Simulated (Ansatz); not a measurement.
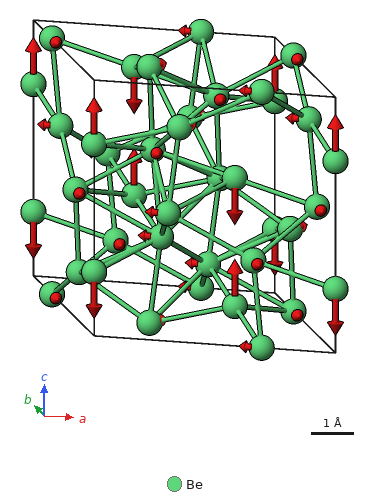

The lowest optical mode of crystalline Be (a generated structure), space group R-3c (No. 167), at the zone centre. The red arrows give the relative displacements of the atoms. The picture is a ball-and-stick view of the conventional cell (3 times the calculation's cell), seen slightly off an axis. Lengths and directions refer to the drawn axes.

Theory: DFT PBE, scalar-relativistic, plane waves, PAW (Ansatz).

Input file:
```yaml
crystal:
  lattice:
    - [3.0011249233, 1.7327002657, 2.1022552399]
    - [-3.0011249233, 1.7327002657, 2.1022552399]
    - [0.0, -3.4654005814, 2.1022551987]
  atoms:
    - { symbol: Be, position: [0.8060343686, 0.1939656314, 0.5] }
    - { symbol: Be, position: [0.6939862163, 0.3060137837, 0.0] }
    - { symbol: Be, position: [0.2500263062, 0.2500263062, 0.2500263062] }
    - { symbol: Be, position: [0.1939656314, 0.5, 0.8060343686] }
    - { symbol: Be, position: [0.5, 0.8060343686, 0.1939656314] }
    - { symbol: Be, position: [0.7499736938, 0.7499736938, 0.7499736938] }
    - { symbol: Be, position: [0.0, 0.6939862163, 0.3060137837] }
    - { symbol: Be, position: [0.3060137837, 0.0, 0.6939862163] }
basis:
  ecutwfc: 420
kpoints:
  mp_grid: { grid: [12, 12, 12] }
hamiltonian:
  xc: pbe
scf:
  occupations: { method: fermi_dirac, width: 0.15 }
output:
  eigenvalues: true
phonons:
  method: dfpt
  eigenvectors: true
  qmesh: [2, 2, 2]
  temperatures: { t_max: 1000, t_step: 100 }
  qpath:
    path:
      - [[0.0, 0.0, 0.0], [0.5, 0.0, 0.0], [0.5, -0.5, 0.5], [0.41200914, -0.58799086, 0.41200914]]
      - [[0.41200914, 0.41200914, 0.41200914], [0.0, 0.0, 0.0], [0.5, -0.5, 0.0]]
    npoints: 8
```

Launched with:
```bash
ansatz run input.yaml --threads 4 --pin off --max-ram 8192MiB --backend cpu --events-out ev --progress --plain --runs-dir out
```

The frequencies depend somewhat on the k-mesh and the smearing.

Question: Is this crystal at a minimum with respect to the drawn distortion?

Answer: Yes: this softest mode has a real frequency, and so have all others here. That speaks for this wave vector alone: the rest of the zone wasn't checked in this run. This is the A₁u mode at 56 cm⁻¹, the lowest optical level, silent by symmetry (neither infrared- nor Raman-active). Atoms of one kind move against one another, with no net shift of any sublattice.
